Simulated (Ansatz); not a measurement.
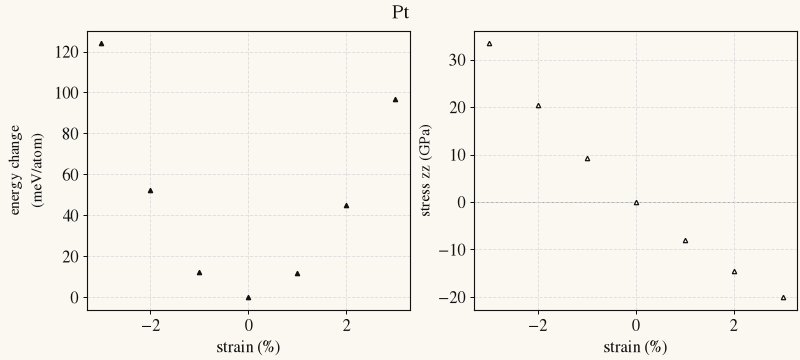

The plot gives the computed energy change and stress zz against strain for Pt, space group Fm-3m (No. 225).

Cell as given: a = 2.770 Å, b = 2.770 Å, c = 3.918 Å, α = 90.00°, β = 90.00°, γ = 90.00°; 2 atoms.

Calculation (Ansatz 0.2.0): energy, stress and cell of a relaxed crystal along a series of strains, atoms and what the cell freedom names relaxed within the symmetry; stress is positive in compression; plane waves with PAW datasets, Γ-centred k mesh; energies extrapolated to zero smearing. Level: PBEsol, no spin polarisation.

- wave cutoff: 420 eV
- k mesh: 18×18×14
- occupations: Gaussian
- smearing width: 0.1 eV
- strain kind: isotropic
- cell freedom: cell held, all vectors scaled

Is the given structure stable along this path?

Yes: the energy rises on both sides of the starting structure, which is therefore a minimum along this path.

What does the stress zz do across the range?

It falls from 33.41 GPa at strain −3 % to −20.07 GPa at 3 %, and changes sign near 0 %.
